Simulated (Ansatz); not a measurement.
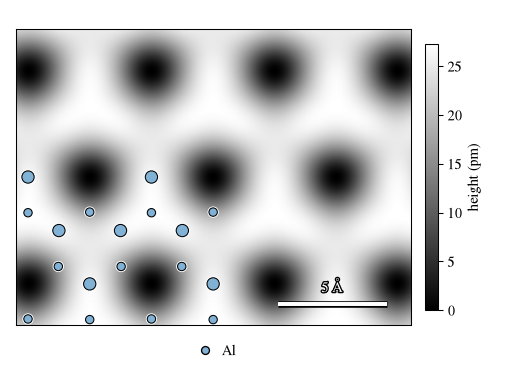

Constant-current image at a set point of 1.1 × 10⁻⁵ e/Å³ of Al(001) (P6_3/mmc bulk, the cell from a database of computed structures, not from a measurement, 8 atomic planes (those closer than 0.6 Å count as one), 16 Å) with one Al vacancy in a 2 × 2 cell, sample bias −1.00 V. The atoms seen from above are drawn over one corner (deeper ones smaller).

Model: Tersoff–Hamann, s-wave tip, no tip–sample forces. Bias windows are sharp sums over the levels of the k mesh.

All numbers here come from Ansatz, DFT PBE, scalar-relativistic, plane waves, PAW. Cutoff 420 eV, 12 × 12 k-points, Gaussian smearing 0.1 eV, dipole correction. The slab is a cut without reconstruction beyond its cell, at the source's lattice constants, with its lower half held fixed and the rest relaxed. The defects repeat every 5.7 Å and interact, so states at the Fermi level and the work function belong to this dense array. This isn't the element's usual fcc form. No spin polarisation. The run couldn't confirm all of its levels under its output density. The run warns that the functional's potential is rough in the thin density of the vacuum, where the tip is; weak contrasts and barriers may feel it.

Which atoms or sites appear bright, which dark, and how strong is the contrast?

Answer. The brightest spots lie over the sites above the Al atoms 2.3 Å below the top plane away from the vacancy and the top Al atoms; the darkest points are over the vacancy. The corrugation is 27 pm at a mean tip height of 4.5 Å.
